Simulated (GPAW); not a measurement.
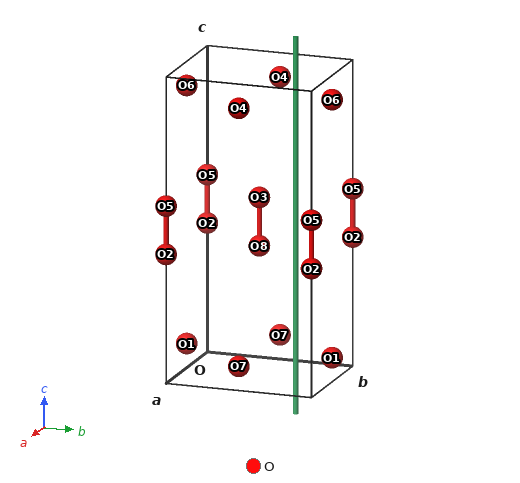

For O, a cell listed in the Materials Project, as set up for an electronic-structure calculation: the coloured rod is the axis of a symmetry operation of the crystal. Geometry calculated from the standardised cell; symmetry tolerance 0.002 Å.

a = 3.004 Å, b = 3.780 Å, c = 7.798 Å, α = 90.00°, β = 90.00°, γ = 90.00°.

| atom | x | y | z |
| --- | --- | --- | --- |
| O1 | 0.5000 | 0.0000 | 0.0789 |
| O2 | 0.0000 | 0.0000 | 0.4211 |
| O3 | 0.5000 | 0.5000 | 0.5789 |
| O4 | 0.0000 | 0.5000 | 0.9211 |
| O5 | 0.0000 | 0.0000 | 0.5789 |
| O6 | 0.5000 | 0.0000 | 0.9211 |
| O7 | 0.0000 | 0.5000 | 0.0789 |
| O8 | 0.5000 | 0.5000 | 0.4211 |

Take the operation x, y, z → −x+1, −y+3/2, z+1/2.

### What kind of operation is it, and where does it lie?

It is a 2₁ screw rotation with translation (0, 0, 1/2), about the line along [0 0 1] through (1/2, 3/4, 1/2).

### Onto which atom does it carry each atom (up to whole multiples of a, b and c)?

O1 → O3, O2 → O4, O3 → O1, O4 → O2, O5 → O7, O6 → O8, O7 → O5, O8 → O6.

### What is the crystal's space group?

No. 69, Fmmm.
